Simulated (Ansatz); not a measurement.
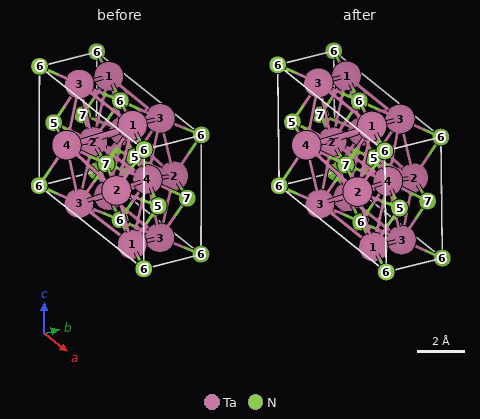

The structure of solid Ta₄N₃ (set up in P1) before (left) and after (right) a relaxation, at one scale.

The picture is a ball-and-stick view of the larger cell on standard axes (2 times the calculation's cell), seen slightly off an axis.

Case: all atoms moved at random, sigma 0.02 Å for each component, cell strained at random, sigma 0.01; relaxed back.

Level of theory: DFT PBEsol, scalar-relativistic, plane waves, PAW (Ansatz). (plane-wave cutoff 420 eV; k-point mesh 12 × 12 × 12; occupations gaussian; smearing width 0.15 eV; no spin polarisation; cell and atoms relaxed; force threshold 0.01 eV/Å; at most 80 steps)

What changed between the two?

The run was cut off at its time limit before the program reported convergence, but its last step already meets the force threshold: the largest component is 0.00048 eV/Å against 0.01 eV/Å. The pressure is within 0.01 GPa of its target. Ta3 moves most relative to the cell: 0.034 Å roughly along [1 0 1]. Largest moves by element: Ta 0.034 Å, N 0.029 Å. Cell: a 5.997 → 6.162 Å (+2.8 %), b 6.255 → 6.162 Å (−1.5 %), c 5.192 → 5.267 Å (+1.5 %), α 89.6° → 90.0°, β 124.6° → 125.8°. Volume +1.2 %. Some distances before and after: Ta1–Ta3 2.975 → 3.081 Å, Ta2–Ta4 2.998 → 3.087 Å, Ta2–Ta4 (another image) 3.172 → 3.087 Å, Ta1–Ta3 (another image) 3.023 → 3.081 Å. Among the angles between lasting bonds that change: Ta2–N5–Ta4 93.5° → 90.1°, Ta2–N7–Ta4 87.5° → 90.1°, Ta2–N7–Ta4 92.7° → 90.1°. The space group (tolerance 0.01 Å) goes from P1 (No. 1) to I4/mmm (No. 139). After 4 accepted moves (5 points after the start) the energy has fallen by 18.3 meV per atom. The largest force component goes from 0.71 to 0.00048 eV/Å. Pressure: 4.58 GPa at the start and 0.00 GPa at the end. At 1 point the geometry stayed and the basis and grid were re-selected for the new cell (energy shift of 0.6 meV per atom at most each time). The run took 21 min on 2 threads of Arm Neoverse V1 (shared host), peak memory 2.1 GiB.
